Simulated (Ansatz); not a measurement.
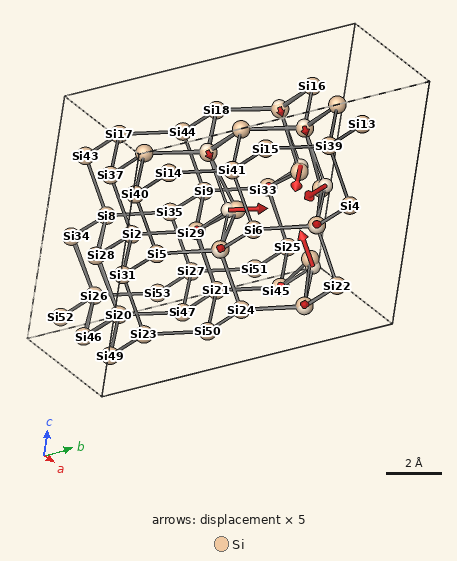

This is a relaxation of a defect cell of composition Si (cell charge −2). The starting structure is drawn faded, the final one solid; red arrows show the displacements, magnified 5 times.

Style: ball-and-stick. Shown: the cell of the calculation (origin shifted), slightly off an axis.

Case: Si on a Si site beside a Si vacancy, charge -2, atoms relaxed.

Theory: Ansatz, DFT PBE, scalar-relativistic, plane waves, PAW. (plane-wave cutoff 420 eV; k-point mesh 2 × 2 × 2; occupations gaussian; smearing width 0.02 eV; no spin polarisation; atoms relaxed in a fixed cell; force threshold 0.02 eV/Å; at most 60 steps)

Describe the change and its energy.

The largest moves, 0.30 Å, are those of Si atoms. The cell doesn't change. Near-neighbour distances that change, for instance: Si–Si 2.369 → 2.403 Å, Si–Si 2.369 → 2.378 Å. Bond angles that change, for instance: Si–Si–Si 109.5° → 118.1°, Si–Si–Si 109.5° → 102.2°, Si–Si–Si 109.5° → 113.7°. After 4 geometry steps the energy has fallen by 0.481 eV per cell of the calculation. The largest force component goes from 0.23 to 0.017 eV/Å.

Limits of the set-up: the cell is charged, on a uniform background, and energies carry no finite-size correction.
